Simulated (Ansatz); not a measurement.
## Geometry relaxation of SnO₂ (part 2 of 2)

Continued. System: SnO₂ (6 atoms in the cell). Method: DFT r2SCAN, scalar-relativistic, plane waves, PAW, no spin polarisation (Ansatz 0.2.0); cutoff 500 eV, 4×4×6 k-mesh, Gaussian smearing of 0.1 eV. The structure derives from a Materials Project entry.

Geometry of the input (Å; fractional positions):
```
4.7880  0.0000  0.0000
0.0000  4.8666  0.0000
0.0000  0.0000  3.2409
Sn 0.5000  0.5000  0.5000
Sn 0.0000  0.0000  0.0000
O  0.2919  0.3210  0.0000
O  0.7919  0.1790  0.5000
O  0.2081  0.8210  0.5000
O  0.7081  0.6790  0.0000
```

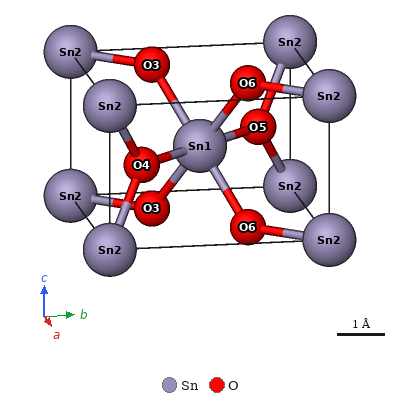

*The geometry at step 2 of the log (ball-and-stick view of the cell of the calculation, seen slightly off an axis; atoms are numbered from 1 in the order of the input).*

Output, continued:
```
SCF iter   1: F=—  HF=-14352.413354 eV  |F-HF|=—  |Δ(HF+E_count)|=         —  Δρ=9.62e-3  dr2=1.60e-2  dr2_τ=4.29e-1  ethr=3.06e-5  ⟨swp⟩=1.4  Hψ=5795  notcnv=0
preconditioner: auto → Resta (q_TF=auto, 2.581 Å⁻¹)  ε∞=3.3  [insulator: Δε(μ)=1.729 eV  Ē_g=20.771 eV  σ=0.100 eV  W_gap=1.00  n_scr=18 (ndim 8)  ℏωp=31.5 eV  f_vac=0.029  D(μ)=0.00/eV (n_scr^D=0)  ε∞_Penn≈3.3]
SCF iter   2: F=—  HF=-14352.427650 eV  |F-HF|=—  |Δ(HF+E_count)|=   1.43e-2  Δρ=4.79e-3  dr2=5.17e-3  dr2_τ=5.18e-4  ethr=3.06e-5  ⟨swp⟩=2.0  Hψ=2284  notcnv=0
SCF iter   3: F=—  HF=-14352.428153 eV  |F-HF|=—  |Δ(HF+E_count)|=   5.03e-4  Δρ=1.15e-3  dr2=4.99e-4  dr2_τ=1.06e-4  ethr=9.95e-6  ⟨swp⟩=2.6  Hψ=1638  notcnv=0
SCF iter   4: F=—  HF=-14352.428329 eV  |F-HF|=—  |Δ(HF+E_count)|=   1.75e-4  Δρ=4.23e-4  dr2=5.43e-5  dr2_τ=1.06e-5  ethr=9.59e-7  ⟨swp⟩=2.0  Hψ=1603  notcnv=0
SCF iter   5: F=—  HF=-14352.428388 eV  |F-HF|=—  |Δ(HF+E_count)|=   5.89e-5  Δρ=2.48e-4  dr2=1.81e-5  dr2_τ=2.51e-6  ethr=1.04e-7  ⟨swp⟩=2.2  Hψ=1498  notcnv=0
SCF iter   6: F=—  HF=-14352.428411 eV  |F-HF|=—  |Δ(HF+E_count)|=   2.34e-5  Δρ=5.08e-5  dr2=6.60e-7  dr2_τ=8.02e-8  ethr=3.49e-8  ⟨swp⟩=2.0  Hψ=1728  notcnv=0
SCF iter   7: F=-14352.428411 eV  HF=-14352.428411 eV  |F-HF|=8.47e-9  |Δ(HF+E_count)|=   3.20e-7  Δρ=1.54e-5  dr2=7.05e-8  dr2_τ=8.85e-9  ethr=5.03e-10  ⟨swp⟩=5.7  Hψ=4443  notcnv=0
SCF 4 converged in 7 iterations: F = -14352.428411 eV  dr2 = 7.05e-8
relax step   4: F+E_penalty+E_count = -14352.42841131 eV  Δ(F+E_penalty+E_count) = -4.730e-3 eV  max|allowed force component| = 3.933e-2 eV/Å  Δτ_max = 0.0513 Å  P = +0.001 GPa  Ω = 72.485 Å³  energy of the carried Pulay correction = +1.401e-3 eV  (7 SCF iters, dr2 threshold 2.62e-7 eV, accepted)
Initial wavefunctions: pseudopotential atomic-orbital guess (no wavefunctions were taken with the density)
iter 1 solved again at ethr=3.30e-8 eV; its pass at ethr=3.10e-3 eV (dr2=1.72e-5 eV) is discarded
SCF iter   1: F=—  HF=-14352.426831 eV  |F-HF|=—  |Δ(HF+E_count)|=         —  Δρ=1.25e-4  dr2=1.10e-6  dr2_τ=4.50e-6  ethr=3.30e-8  ⟨swp⟩=3.6  Hψ=8326  notcnv=0
preconditioner: auto → Resta (q_TF=auto, 2.581 Å⁻¹)  ε∞=3.3  [insulator: Δε(μ)=1.766 eV  Ē_g=20.795 eV  σ=0.100 eV  W_gap=1.00  n_scr=18 (ndim 8)  ℏωp=31.5 eV  f_vac=0.030  D(μ)=0.00/eV (n_scr^D=0)  ε∞_Penn≈3.3]
SCF iter   2: F=—  HF=-14352.426836 eV  |F-HF|=—  |Δ(HF+E_count)|=   5.06e-6  Δρ=6.54e-5  dr2=3.14e-7  dr2_τ=3.69e-7  ethr=2.12e-9  ⟨swp⟩=2.5  Hψ=1737  notcnv=0
SCF iter   3: F=—  HF=-14352.426837 eV  |F-HF|=—  |Δ(HF+E_count)|=   6.75e-7  Δρ=7.69e-6  dr2=2.61e-8  dr2_τ=5.41e-9  ethr=6.04e-10  ⟨swp⟩=2.0  Hψ=1726  notcnv=0
SCF iter   4: F=-14352.426837 eV  HF=-14352.426837 eV  |F-HF|=2.11e-10  |Δ(HF+E_count)|=   5.92e-9  Δρ=1.38e-6  dr2=7.18e-10  dr2_τ=9.46e-11  ethr=1.15e-11  ⟨swp⟩=6.5  Hψ=4742  notcnv=0
SCF 5 converged in 4 iterations: F = -14352.426837 eV  dr2 = 7.18e-10
  greatest PAW one-centre occupation: 0.996 electrons in one spin orbital (limit 2), on the Sn atom at site 0 (counted from 0), in its partial waves of l = 2
relax step   5: F+E_penalty+E_count = -14352.42683712 eV  Δ(F+E_penalty+E_count) = +1.574e-3 eV  max|allowed force component| = 3.938e-2 eV/Å  Δτ_max = 0.0000 Å  P = +0.018 GPa  Ω = 72.485 Å³  stress off target by 9.03e-2 GPa  SCF on the basis re-selected at this cell (its energy is not comparable with the rows above)  (4 SCF iters)
basis re-selected at this cell: Δ(F+E_penalty+E_count) = +1.574e-3 eV, ΔP = +0.017 GPa vs the last step (what re-selecting the basis moved, of the pressure what is left beyond the Pulay correction that the steps carried, after the strain that the cell walked since its last selection, with what the two solves' SCF thresholds leave and, on support functions, any second-order correction that the steps lacked; it is no measure of the basis error at this ecutwfc). This SCF's stress stands 9.03e-2 GPa from its target on what of the cell is left free (relax.cell.stress_tol is 5.00e-1 GPa) and its largest allowed force component is 3.94e-2 eV/Å (relax.f_tol is 5.00e-2 eV/Å): within both
SCF converged after 4 iterations
Free energy (F): -14352.426837 eV
Harris-Foulkes:  -14352.426837 eV  (|F-HF|=2.11e-10)
Internal energy: -14352.426837 eV  (E = F + TS)
E sigma→0 (E₀):  -14352.426837 eV
Fermi energy:    9.772530 eV
--- Per-component energies (eV) ---
  E_band       = -164.596035
  E_kinetic    = 1085.767857
  E_local      = -2883.486831  (includes V_loc(G=0)·N_el)
  E_nonlocal   = 131.548643
  E_hartree    = 1501.229830
  E_xc         = -1035.811611
  E_vxc        = -622.678667  (∫ρ·V_xc dr)
  E_paw        = -8986.315339  (= ΣΔE_a)
  E_vpaw       = -917.505958  (= ΣTr[D̂ρ^β])
  E_aug_tail   = 0.003899  (compensation charges beyond the density's cutoff)
  E_vtau       = 39.295401  (kinetic-family band-sum trace: ∫τ·v_τ [+ j·A + Jᵃ·Aᵃ] dr)
  E_ewald      = -4166.706162
  E_core_change = 1.342876  (= ΣΔE_core)
  E_smearing   = -0.000000  (= −TS)
  E_closure    = -0.000000  (closes the sum)
  Σ components = -14352.426837   (vs F -14352.426837, Δ=0.00e0)
--- Forces (eV/Å), atoms counted from 1 ---
  atom   1  Sn    -0.00000000     0.00000000     0.00000000
  atom   2  Sn    -0.00000000    -0.00000000     0.00000000
  atom   3  O      0.03938046     0.03146186     0.00000000
  atom   4  O      0.03938046    -0.03146186     0.00000000
  atom   5  O     -0.03938046     0.03146186     0.00000000
  atom   6  O     -0.03938046    -0.03146186     0.00000000
  max |Σ_I F_I| component: 2.08e-17 eV/Å
--- Stress (GPa, compression-positive) ---
        0.003796       0.000000       0.000000
        0.000000       0.090316       0.000000
        0.000000       0.000000      -0.041133
  P = ⅓ Tr σ = 0.0177 GPa (0.177 kbar)
--- Band table (eV; the first three rows and the last of 36) ---
  k-point 0: bands = ["-12.8726", "-11.9806", "-11.6950", "-11.6762", "-11.6759", "-11.6276", "-11.5516", "-11.4674", "-11.4357", "-11.4356", "-10.8068", "-9.1431", "-9.1368", "-7.1684", "0.8263", "4.8471", "4.8795", "4.9967", "5.7613", "6.9426", "7.0211", "7.6809", "7.6869", "8.1185", "8.1230", "8.8895", "10.6556", "15.7236", "15.9330", "15.9387", "20.0158", "20.3253"]
  k-point 1: bands = ["-12.7408", "-11.9695", "-11.9694", "-11.8164", "-11.6603", "-11.6480", "-11.5411", "-11.4683", "-11.4676", "-11.4673", "-10.6723", "-8.6909", "-8.6858", "-7.3942", "0.8413", "4.8003", "5.0967", "5.1252", "5.4586", "5.9446", "6.7861", "6.7897", "6.7941", "8.1351", "8.1361", "8.6585", "12.1249", "16.2353", "17.0358", "17.0404", "18.8639", "21.4436"]
  k-point 2: bands = ["-12.4212", "-12.4073", "-12.4071", "-11.8243", "-11.5377", "-11.5177", "-11.5168", "-11.5167", "-11.5161", "-11.4742", "-10.1215", "-8.0849", "-7.9227", "-7.9197", "1.0472", "3.3904", "4.7160", "5.2473", "5.2488", "5.9029", "5.9324", "6.0177", "6.4656", "7.8930", "7.8987", "8.0373", "14.2444", "16.5341", "18.4957", "19.1054", "19.1087", "20.8417"]
  k-point 35: bands = ["-12.5993", "-12.5993", "-12.0925", "-12.0925", "-11.5427", "-11.5427", "-11.4845", "-11.4845", "-11.4467", "-11.4467", "-8.9570", "-8.9570", "-7.6373", "-7.6373", "1.0408", "1.0408", "3.9261", "3.9261", "6.3722", "6.3722", "6.5595", "6.5595", "7.9437", "7.9437", "8.0400", "8.0400", "14.3845", "14.3845", "18.5527", "18.5527", "20.7874", "20.7874"]
--- Relaxed structure (4 steps of the walk, 4 accepted, 1 SCFs on fresh bases) ---
  F+E_penalty+E_count = -14352.42683712 eV   max|allowed force component| = 3.938e-2 eV/Å   (the final SCF, on the basis selected at the relaxed cell)
  cell:  # Å, volume = 72.4852 Å³
    - [4.758777677188872, 0.0, 0.0]
    - [0.0, 4.759303199570715, 0.0]
    - [0.0, 0.0, 3.200445293659123]
  atoms:
    - { symbol: Sn, position: [0.49999999999999994, 0.5, 0.49999999999999994] }
    - { symbol: Sn, position: [1.207687292364283e-19, 0.0, 0.0] }
    - { symbol: O, position: [0.304581791248475, 0.30657561809270667, 0.0] }
    - { symbol: O, position: [0.8045817912484748, 0.1934243819072933, 0.49999999999999994] }
    - { symbol: O, position: [0.19541820875152496, 0.8065756180927066, 0.49999999999999994] }
    - { symbol: O, position: [0.695418208751525, 0.6934243819072933, 0.0] }
```

Trajectory as extended XYZ (Å, eV, eV/Å), 5 frames, from step=1 to step=5:
```
6
Lattice="4.7880 0.0000 0.0000 0.0000 4.8666 0.0000 0.0000 0.0000 3.2409" Properties=species:S:1:pos:R:3:forces:R:3 step=1 energy=-14352.32860 pressure_GPa=-8.21
Sn    2.3940    2.4333    1.6204    0.0000   0.0000   0.0000
Sn    0.0000    0.0000    0.0000    0.0000   0.0000   0.0000
O     1.3974    1.5624    0.0000    0.1258  -0.0432   0.0000
O     3.7914    0.8709    1.6204    0.1258   0.0432   0.0000
O     0.9966    3.9957    1.6204   -0.1258  -0.0432   0.0000
O     3.3906    3.3042    0.0000   -0.1258   0.0432   0.0000
6
Lattice="4.7334 0.0000 0.0000 0.0000 4.7903 0.0000 0.0000 0.0000 3.1911" Properties=species:S:1:pos:R:3:forces:R:3 step=2 energy=-14352.41858 pressure_GPa=0.29
Sn    2.3667    2.3952    1.5956    0.0000   0.0000   0.0000
Sn    0.0000    0.0000    0.0000    0.0000   0.0000   0.0000
O     1.3923    1.5227    0.0000    0.0183  -0.0674   0.0000
O     3.7590    0.8725    1.5956    0.0183   0.0674   0.0000
O     0.9744    3.9178    1.5956   -0.0183  -0.0674   0.0000
O     3.3411    3.2676    0.0000   -0.0183   0.0674   0.0000
6
Lattice="4.7366 0.0000 0.0000 0.0000 4.7798 0.0000 0.0000 0.0000 3.1995" Properties=species:S:1:pos:R:3:forces:R:3 step=3 energy=-14352.42368 pressure_GPa=0.12
Sn    2.3683    2.3899    1.5998    0.0000   0.0000   0.0000
Sn    0.0000    0.0000    0.0000    0.0000   0.0000   0.0000
O     1.4102    1.5041    0.0000   -0.0056  -0.0647   0.0000
O     3.7785    0.8858    1.5998   -0.0056   0.0647   0.0000
O     0.9582    3.8940    1.5998    0.0056  -0.0647   0.0000
O     3.3265    3.2757    0.0000    0.0056   0.0647   0.0000
6
Lattice="4.7588 0.0000 0.0000 0.0000 4.7593 0.0000 0.0000 0.0000 3.2004" Properties=species:S:1:pos:R:3:forces:R:3 step=4 energy=-14352.42841 pressure_GPa=0.00
Sn    2.3794    2.3797    1.6002    0.0000   0.0000   0.0000
Sn    0.0000    0.0000    0.0000    0.0000   0.0000   0.0000
O     1.4494    1.4591    0.0000    0.0393   0.0314   0.0000
O     3.8288    0.9206    1.6002    0.0393  -0.0314   0.0000
O     0.9300    3.8387    1.6002   -0.0393   0.0314   0.0000
O     3.3093    3.3002    0.0000   -0.0393  -0.0314   0.0000
6
Lattice="4.7588 0.0000 0.0000 0.0000 4.7593 0.0000 0.0000 0.0000 3.2004" Properties=species:S:1:pos:R:3:forces:R:3 step=5 energy=-14352.42684 pressure_GPa=0.02
Sn    2.3794    2.3797    1.6002    0.0000   0.0000   0.0000
Sn    0.0000    0.0000    0.0000    0.0000   0.0000   0.0000
O     1.4494    1.4591    0.0000    0.0394   0.0315   0.0000
O     3.8288    0.9206    1.6002    0.0394  -0.0315   0.0000
O     0.9300    3.8387    1.6002   -0.0394   0.0315   0.0000
O     3.3093    3.3002    0.0000   -0.0394  -0.0315   0.0000
```

Results in brief:

```tsv
quantity	value
outcome	converged
space group (tolerance 0.01 Å)	Pnnm (58)
electrons treated	52
free energy	−14352.4268 eV
Fermi energy	9.773 eV
gap on the k-point mesh	1.77 eV
pressure	0.02 GPa
final volume	72.49 Å³
largest force (length of the vector) at the end	0.050 eV/Å
final cell	a = 4.759 Å, b = 4.759 Å, c = 3.200 Å, α = 90.00°, β = 90.00°, γ = 90.00°
hardware	1 thread of Intel Xeon @ 2.50GHz (Skylake/Cascade Lake), 192 GiB of memory available, shared host
wall time	73 s
peak memory	0.6 GiB
```
